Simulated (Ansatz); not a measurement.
Run report: AlCu3, phonon calculation

The run: phonon calculation of AlCu3 (Pm-3m, 4 atoms in the cell). Method and program: DFT r2SCAN, scalar-relativistic, plane waves, PAW (Ansatz 0.2.0).

The structure derives from a Materials Project entry. The run did not end well. It belongs to a series of runs on one base structure; here: zone-centre phonons and field response.

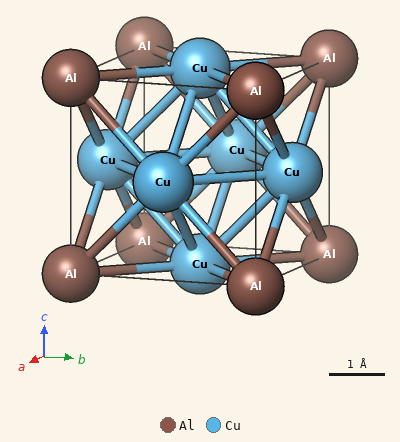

Fig. 1: The input geometry (ball-and-stick view of the cell of the calculation, seen slightly off an axis). Near neighbours in the crystal (not all of them lie inside the picture): Al has 12 Cu at 2.58 Å; Cu has 4 Al at 2.58 Å and 8 Cu at 2.58 Å.

Input file
```yaml
crystal:
  lattice:
    - [3.6422655111, 0.0, 0.0]
    - [0.0, 3.6422655111, 0.0]
    - [0.0, 0.0, 3.6422655111]
  atoms:
    - { symbol: Al, position: [0.0, 0.0, 0.0] }
    - { symbol: Cu, position: [0.5, 0.5, 0.0] }
    - { symbol: Cu, position: [0.5, 0.0, 0.5] }
    - { symbol: Cu, position: [0.0, 0.5, 0.5] }
basis:
  ecutwfc: 500
kpoints:
  mp_grid: { grid: [12, 12, 12] }
hamiltonian:
  xc: r2scan
scf:
  occupations: { method: fermi_dirac, width: 0.15 }
output:
  eigenvalues: true
phonons:
  method: dfpt
  eigenvectors: true
```

Launch command:
```bash
ansatz run input.yaml --threads 1 --pin off --max-ram 3072MiB --backend cpu --events-out ev --progress --plain --runs-dir out
```

Output
```
Engine: ansatz 0.2.0, x86_64-unknown-linux-gnu
Pseudopotentials: kind: paw
Pseudopotential: Al, paw, valence charge 3, recommended cutoff 500 eV (meta_gga), Al.paw.azcp
Pseudopotential: Cu, paw, valence charge 19, recommended cutoff 500 eV (meta_gga), Cu.paw.azcp
Functional definition: r2SCAN
  parameter k0 = 0.174
  parameter k1 = 0.065
  parameter a1 = 4.9479
  exchange = r2scan_x(k0 = k0, k1 = k1, a1 = a1)
  correlation = r2scan_c
Crystal: 4 atoms, lattice volume = 48.319 Å³
Basis set: ecut = 500 eV, 1237 PW (Γ), exchange–correlation on 135×135×135 points (125 copies of the dense FFT grid, shifted against one another)
Bands: 36, of which v1, the nominal top of the filled ones, is band 30 counted from 1 (29 counted from 0)
Symmetry: 48 space group operations
k-points: 518 of 1728 (irreducible under 2 space group operations, time reversal used)
Non-local potential: Al, projectors of the file, l = 0: 2, l = 1: 2, l = 2: 1
Non-local potential: Cu, projectors of the file, l = 0: 3, l = 1: 2, l = 2: 3, l = 3: 1
PAW form: soft (Blöchl's): semilocal exchange-correlation on the pseudo side does not see the compensation charge
PAW frozen core: Al, regenerated for the run's functional (the file was generated under x = pbe(κ = 0.804, μ = 0.2195149727645171), c = pbe(β = 0.06672455060314922))
PAW frozen core: Cu, regenerated for the run's functional (the file was generated under x = pbe(κ = 0.804, μ = 0.2195149727645171), c = pbe(β = 0.06672455060314922))
PAW one-centre angular grid: Al, 302 points (default); XC on 160 Gauss nodes
PAW one-centre angular grid: Cu, 590 points (default); XC on 160 Gauss nodes
Initial density: superposition of atomic densities (neutral atoms: chi_scale 0, normalization atom), corrected by the library's trained network
Initial wavefunctions: pseudopotential atomic-orbital guess
Functional: x = r2scan, c = r2scan; τ floored in thin density (d = 2e-4 eV/Å³)
SCF iter   1: F=—  HF=-20434.986895 eV  |F-HF|=—  |Δ(HF+E_count)|=         —  Δρ=3.83e-2  dr2=4.28e-1  dr2_τ=7.89e-3  ethr=1.77e-3  ⟨swp⟩=5.0  Hψ=64888  notcnv=0  defer=75
preconditioner: auto → Kerker (q_TF=auto, 2.829 Å⁻¹)  [metal: Δε(μ)=0.029 eV  Ē_g=9.573 eV  σ=0.150 eV  W_gap=0.05  n_scr=18 (ndim 8)  ℏωp=32.1 eV  f_vac=0.001  D(μ)=1.03/eV (n_scr^D=6)]
SCF iter   2: F=—  HF=-20434.964719 eV  |F-HF|=—  |Δ(HF+E_count)|=   2.22e-2  Δρ=1.55e-2  dr2=4.84e-2  dr2_τ=3.72e-3  ethr=7.14e-4  ⟨swp⟩=2.0  Hψ=34156  notcnv=0  defer=189
SCF iter   3: F=—  HF=-20434.930533 eV  |F-HF|=—  |Δ(HF+E_count)|=   3.42e-2  Δρ=8.02e-3  dr2=2.64e-2  dr2_τ=1.20e-4  ethr=8.07e-5  ⟨swp⟩=2.0  Hψ=35232  notcnv=0  defer=189
SCF iter   4: F=—  HF=-20434.923754 eV  |F-HF|=—  |Δ(HF+E_count)|=   6.78e-3  Δρ=1.26e-3  dr2=9.81e-4  dr2_τ=2.02e-5  ethr=4.40e-5  ⟨swp⟩=1.2  Hψ=23032  notcnv=0  defer=183
SCF iter   5: F=—  HF=-20434.924255 eV  |F-HF|=—  |Δ(HF+E_count)|=   5.01e-4  Δρ=5.68e-4  dr2=2.44e-4  dr2_τ=2.30e-6  ethr=1.63e-6  ⟨swp⟩=2.0  Hψ=28070  notcnv=0  defer=183
SCF iter   6: F=—  HF=-20434.924210 eV  |F-HF|=—  |Δ(HF+E_count)|=   4.49e-5  Δρ=2.51e-4  dr2=2.87e-5  dr2_τ=1.19e-7  ethr=4.07e-7  ⟨swp⟩=2.0  Hψ=26882  notcnv=0  defer=183
SCF iter   7: F=—  HF=-20434.924202 eV  |F-HF|=—  |Δ(HF+E_count)|=   8.38e-6  Δρ=4.63e-5  dr2=6.43e-7  dr2_τ=7.72e-9  ethr=4.78e-8  ⟨swp⟩=2.0  Hψ=25095  notcnv=0  defer=183
SCF iter   8: F=—  HF=-20434.924204 eV  |F-HF|=—  |Δ(HF+E_count)|=   1.51e-6  Δρ=8.11e-6  dr2=3.29e-8  dr2_τ=2.21e-10  ethr=1.07e-9  ⟨swp⟩=2.0  Hψ=27477  notcnv=0  defer=183
SCF iter   9: F=—  HF=-20434.924204 eV  |F-HF|=—  |Δ(HF+E_count)|=   1.90e-8  Δρ=1.69e-6  dr2=2.10e-9  dr2_τ=1.67e-11  ethr=5.49e-11  ⟨swp⟩=2.0  Hψ=27563  notcnv=0  defer=183
SCF iter  10: F=—  HF=-20434.924204 eV  |F-HF|=—  |Δ(HF+E_count)|=  7.97e-10  Δρ=2.97e-7  dr2=4.51e-11  dr2_τ=1.16e-12  ethr=3.51e-12  ⟨swp⟩=2.0  Hψ=27804  notcnv=0  defer=183
SCF iter  11: F=-20434.924204 eV  HF=-20434.924204 eV  |F-HF|=0.00e0  |Δ(HF+E_count)|=  2.91e-11  Δρ=7.38e-8  dr2=2.35e-12  dr2_τ=3.98e-14  ethr=1.00e-12  ⟨swp⟩=6.5  Hψ=82227  notcnv=0
SCF 1 converged in 11 iterations: F = -20434.924204 eV  dr2 = 2.35e-12
  greatest PAW one-centre occupation: 1.000 electrons in one spin orbital (limit 2), on the Cu atom at site 3 (counted from 0), in its partial waves of l = 0
```

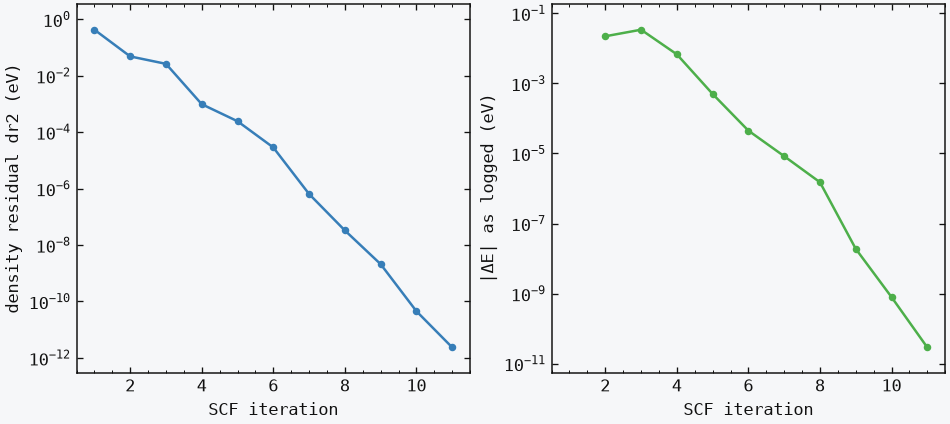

Fig. 2: Convergence of the self-consistent field: density residual dr2 and size of the energy change against the SCF iteration. The run ended after 11 iterations.

```
DFPT response loops at Γ: preconditioner auto → Kerker (q_TF=auto, 2.829 Å⁻¹) (partly filled bands, converged f_vac=0.002); β = 1.00, the filter's whole step (`scf.mixing.beta` (0.50) is not read by the response loops under this deck's `scf.mixing.preconditioner`; to damp them name `kerker` or `kerker_dos`, under which they read `scf.mixing.beta`, and type it under 1.00, their step now; both keys bind the ground state too); Broyden in place of MSR1
```

What the run reported

- outcome: stopped at the time limit
- space group (tolerance 0.01 Å): Pm-3m (221)
- hardware: 1 thread of Intel Xeon (Sapphire Rapids), 32 GiB of memory available, shared host
- wall time: 14 min
- peak memory: 3 GiB

Diagnosis

The run was cut off by its time limit, so the output is incomplete. Results for this metal are sensitive to the k-point mesh.
